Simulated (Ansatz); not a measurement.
## Run report: SiC, single-point calculation (part 2 of 2)

The same run, continued: SiC (slab, 24 atoms in the cell); DFT PBE+D3(BJ), scalar-relativistic, plane waves, PAW, no spin polarisation (Ansatz 0.2.0); cutoff 420 eV, 3×3×1 k-mesh, Gaussian smearing of 0.05 eV. The structure derives from an entry of the Crystallography Open Database. It belongs to a series of runs on one base structure; here: the slab at its places in the relaxed adsorbed structure.

Output, continued:
```
  k-point 1: bands = ["-16.6820", "-15.3504", "-15.2328", "-14.1812", "-14.1433", "-13.9555", "-13.1010", "-13.0967", "-13.0446", "-11.8271", "-10.9860", "-10.9843", "-9.7469", "-9.6946", "-8.9511", "-8.9228", "-8.7908", "-8.5222", "-8.1035", "-7.3309", "-7.3268", "-6.7781", "-6.6634", "-6.5437", "-5.8268", "-5.7492", "-5.6176", "-5.6041", "-5.4853", "-5.4621", "-4.8929", "-4.7871", "-4.3990", "-4.2997", "-4.2759", "-4.1661", "-3.8910", "-3.7821", "-3.3645", "-3.3589", "-3.0119", "-2.4951", "-1.8912", "-1.3869", "-1.1393", "-1.1255", "-0.9352", "-0.9145", "-0.6040", "-0.5592", "-0.1735", "0.2501", "1.3010", "2.0934", "2.2450", "2.8065", "2.9804", "3.5023", "3.5652", "3.7600", "3.8911", "3.9630", "4.2031", "4.2736", "4.4824", "4.9118", "4.9902", "5.0468", "5.2931", "5.4921", "5.6514", "5.7648"]
  k-point 2: bands = ["-16.6820", "-15.3501", "-15.2331", "-14.1817", "-14.1432", "-13.9553", "-13.1004", "-13.0970", "-13.0447", "-11.8272", "-10.9862", "-10.9840", "-9.7424", "-9.6994", "-8.9514", "-8.9222", "-8.7902", "-8.5219", "-8.1041", "-7.3307", "-7.3273", "-6.7776", "-6.6636", "-6.5439", "-5.8267", "-5.7494", "-5.6192", "-5.6028", "-5.4849", "-5.4632", "-4.8933", "-4.7863", "-4.3991", "-4.2999", "-4.2755", "-4.1661", "-3.8903", "-3.7823", "-3.3649", "-3.3583", "-3.0118", "-2.4951", "-1.8912", "-1.3871", "-1.1393", "-1.1258", "-0.9352", "-0.9146", "-0.6045", "-0.5587", "-0.1726", "0.2489", "1.3025", "2.0937", "2.2435", "2.8070", "2.9816", "3.5029", "3.5637", "3.7600", "3.8911", "3.9624", "4.2044", "4.2735", "4.4830", "4.9119", "4.9913", "5.0461", "5.2918", "5.4922", "5.6511", "5.7707"]
  k-point 4: bands = ["-16.6977", "-15.3655", "-15.1487", "-14.2315", "-14.1263", "-13.9809", "-13.1034", "-13.1000", "-13.0465", "-11.8273", "-10.9876", "-10.9826", "-9.8745", "-9.4555", "-9.0098", "-8.9126", "-8.8799", "-8.5480", "-8.0378", "-7.3448", "-7.3179", "-6.7751", "-6.6575", "-6.5290", "-5.8560", "-5.6861", "-5.6341", "-5.6237", "-5.4652", "-5.3328", "-4.9873", "-4.9541", "-4.4206", "-4.2900", "-4.2331", "-4.1470", "-3.9721", "-3.6520", "-3.3709", "-3.3637", "-2.9872", "-2.4946", "-1.8905", "-1.3948", "-1.1391", "-1.0433", "-0.9364", "-0.8917", "-0.5666", "-0.5529", "-0.3668", "0.3772", "1.1623", "1.9962", "2.3860", "2.7832", "3.0103", "3.3252", "3.6697", "3.6971", "3.8787", "3.9057", "4.2765", "4.3961", "4.5351", "4.7744", "4.9251", "5.0629", "5.3535", "5.4625", "5.5556", "5.7640"]
```

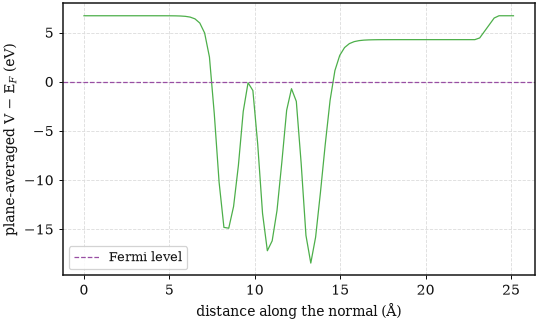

Figure 1. Plane average of the electrostatic potential energy of an electron across the cell, from the Fermi level. The vacuum level lies 4.27 eV above the Fermi level on the upper side and 6.70 eV on the lower.

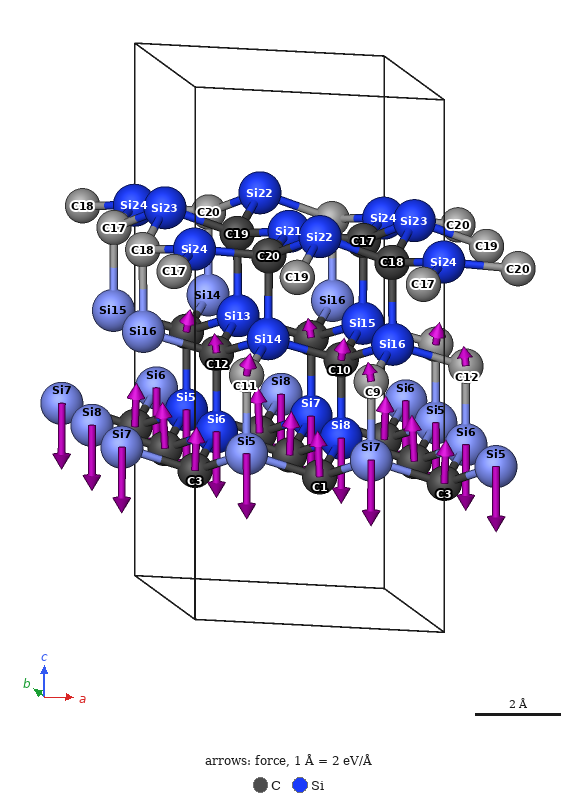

Figure 2. Forces on the atoms as pink arrows (ball-and-stick view of the cell of the calculation, with the vacuum cut short, seen slightly off an axis; neighbours outside the cell are drawn fainter; atoms are numbered from 1 in the order of the input); the smallest are left out. The largest act on Si6, Si7 (3.20 eV/Å); Si5, Si8 (3.17 eV/Å); C1, C4 (2.23 eV/Å); C2, C3 (2.14 eV/Å), among others. The geometry is not a stationary point of this energy.

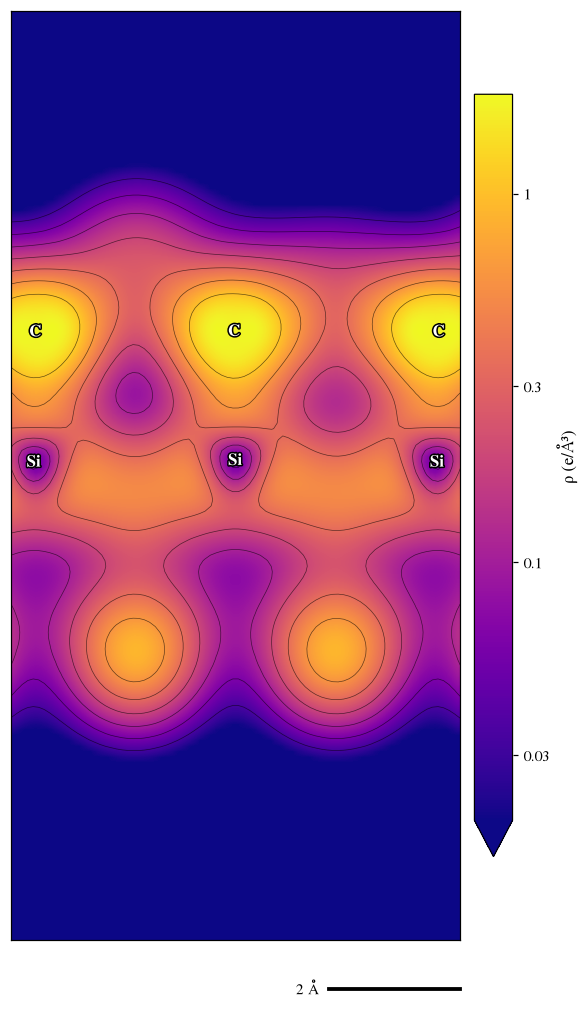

Figure 3. Valence electron density on the (010) plane of the calculation cell, a cut from vacuum to vacuum. The section cuts through Si and C sites. Si–C (1.97 Å): ρ is about 0.72 e/Å³ halfway. The density dies away to nearly zero in the vacuum. In a PAW calculation such maps are meaningful between the atoms, not at the nuclei.

This output came from the following input.

Input file:
```yaml
crystal:
  lattice:
    - [6.1499993378, 0.0, 0.0]
    - [-3.0749996689, 5.3260556598, 0.0]
    - [0.0, 0.0, 25.424235111]
  atoms:
    - { symbol: C, position: [0.5, 0.0, 0.3146604004] }
    - { symbol: C, position: [0.5, 0.5, 0.3146604004] }
    - { symbol: C, position: [0.0, 0.0, 0.3146604004] }
    - { symbol: C, position: [0.0, 0.5, 0.3146604004] }
    - { symbol: Si, position: [0.1666666667, 0.8333333333, 0.3393487215] }
    - { symbol: Si, position: [0.1666666667, 0.3333333333, 0.3393487215] }
    - { symbol: Si, position: [0.6666666667, 0.8333333333, 0.3393487215] }
    - { symbol: Si, position: [0.6666666667, 0.3333333333, 0.3393487215] }
    - { symbol: C, position: [0.6666666667, 0.8333333333, 0.4134136846] }
    - { symbol: C, position: [0.6666666667, 0.3333333333, 0.4134136846] }
    - { symbol: C, position: [0.1666666667, 0.8333333333, 0.4134136846] }
    - { symbol: C, position: [0.1666666667, 0.3333333333, 0.4134136846] }
    - { symbol: Si, position: [0.3332611804, 0.6667182785, 0.4371223013] }
    - { symbol: Si, position: [0.3337979965, 0.1665732522, 0.4360667778] }
    - { symbol: Si, position: [0.8334776929, 0.6662141723, 0.4360874787] }
    - { symbol: Si, position: [0.8330495605, 0.166992257, 0.4369165153] }
    - { symbol: C, position: [0.8354641765, 0.6650254495, 0.5142713547] }
    - { symbol: C, position: [0.8310559916, 0.1692974066, 0.5139711843] }
    - { symbol: C, position: [0.3305024635, 0.6692149395, 0.514542179] }
    - { symbol: C, position: [0.3351882225, 0.1650052433, 0.5144406622] }
    - { symbol: Si, position: [0.4985127248, 0.5020982893, 0.5255767301] }
    - { symbol: Si, position: [0.5014112992, 6.19039e-05, 0.5413821446] }
    - { symbol: Si, position: [-0.0001512704, 0.4987955764, 0.541871694] }
    - { symbol: Si, position: [-0.0017611268, 0.001821795, 0.5234213985] }
basis:
  ecutwfc: 420
kpoints:
  mp_grid: { grid: [3, 3, 1] }
hamiltonian:
  xc: pbe
  dispersion: d3bj
scf:
  occupations: { method: gaussian, width: 0.05 }
output:
  forces: true
  eigenvalues: true
  write_density: true
  volumetric_format: npy
efield:
  axis: 3
  dipole_correction: true
  ramp_width: 0.04
```

Run as:
```bash
ansatz run input.yaml --threads 2 --pin off --max-ram 5120MiB --backend cpu --events-out ev --progress --plain --runs-dir out
```

Summary:

```csv
quantity,value
outcome,converged
electrons treated,96
free energy,−10635.5339 eV
"work function, top face",4.27 eV
"work function, bottom face",6.70 eV
Fermi energy,−0.746 eV
gap on the k-point mesh,none (metallic)
work function (upper face),4.27 eV
largest force (length of the vector),3.196 eV/Å
hardware,"2 threads of Arm Neoverse V1, 24 GiB of memory available, shared host"
wall time,24 s (CPU time 47 s)
peak memory,1.1 GiB
```
